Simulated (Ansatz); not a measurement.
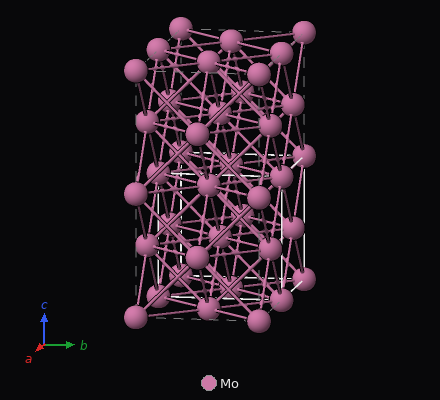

The structure; the drawing may span several cells.

Structure (in its standard cell), the input geometry of an electronic-structure calculation (not necessarily at equilibrium); the starting structure was generated, so it need not be a known form of this composition:

```cif
data_structure
_symmetry_space_group_name_H-M 'Fm-3m'
_symmetry_Int_Tables_number 225
_cell_length_a 3.9687
_cell_length_b 3.9687
_cell_length_c 3.9687
_cell_angle_alpha 90.000
_cell_angle_beta 90.000
_cell_angle_gamma 90.000
_cell_volume 62.51
loop_
_atom_site_label
_atom_site_type_symbol
_atom_site_symmetry_multiplicity
_atom_site_Wyckoff_symbol
_atom_site_fract_x
_atom_site_fract_y
_atom_site_fract_z
_atom_site_occupancy
Mo1 Mo 4 a 0.00000 0.00000 0.00000 1
```

### Predict the [211] zone-axis pattern (120 kV, kinematic, B = 0.5 Å²).

The spots form a rectangular net whose two shortest vectors correspond to d = 2.29 Å and 1.40 Å, 90.0° apart. They are -1 1 1 and 0 -2 2. The pattern has symmetry 2mm. The lattice centring (F) removes all reflections that break h + k = 2n, h + l = 2n.

Strongest reflections with d > 0.80 Å, one of each family (|F|² from tabulated Gaussian fits of the electron scattering factors, times a small damping for the curvature of the Ewald sphere):

| hkl | d (Å) | I (strongest = 100) |
| --- | --- | --- |
| 1 -1 -1 | 2.291 | 100 |
| 0 2 -2 | 1.403 | 34 |
| 1 1 -3 | 1.197 | 22 |
| 2 -2 -2 | 1.146 | 19 |
| 2 0 -4 | 0.887 | 8 |

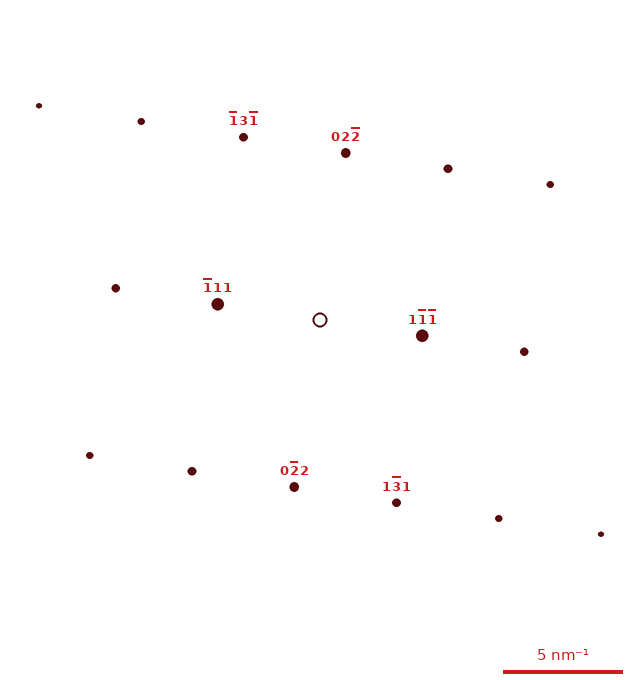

Calculated pattern, seen from the source side with [211] pointing towards the source.
